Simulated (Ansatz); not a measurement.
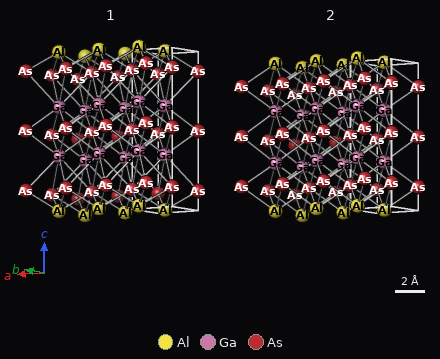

Two geometries of solid AlGa₂As₃ (a generated structure, set up in P4/mmm) (coarse preliminary run), drawn at one scale. One is the start of a relaxation, the other its converged end. A ball-and-stick model of the cell of the calculation, repeated 3 × 2 × 1 with one cell outlined, seen from a free direction.

Method: DFT PBE, scalar-relativistic, plane waves, PAW in Ansatz. Set-up: plane-wave cutoff 420 eV; k-point mesh 6 × 6 × 2; occupations gaussian; smearing width 0.1 eV; no spin polarisation; cell and atoms relaxed; force threshold 0.04 eV/Å; at most 70 steps.

### Which geometry has the lower energy?

Structure 1 is the relaxed one. The largest moves relative to the cell, 0.41 Å, are those of As atoms. Largest moves by element: As 0.41 Å, Ga 0.23 Å. Al stays in place. The volume changes by +2.8 %, with a = b 3.397 → 3.318 Å (−2.3 %), c 10.286 → 11.083 Å (+7.8 %). Some distances before and after: As–As 3.311 → 2.756 Å, As–Ga 2.935 → 3.394 Å, Al–As 2.917 → 2.721 Å, As–Ga 3.003 → 2.903 Å. Bond angles that change, for instance: Al–As–Al 110.9° → 119.1°, Al–As–Al 71.2° → 75.1°. The space group stays P4/mmm (No. 123). The energy falls by 0.276 eV per cell of the calculation in 6 accepted moves (7 points after the start). Largest force component: 0.47 eV/Å at the start, 0.018 eV/Å at the end. The pressure goes from −3.56 to −0.04 GPa. The SCF was repeated once at an unchanged geometry on a basis and grid sized afresh for the cell, which shifted the energy by 1.6 meV per cell of the calculation at most. The run took 110 s on 1 thread of AMD EPYC (Zen 3) (shared host), peak memory 0.46 GiB.
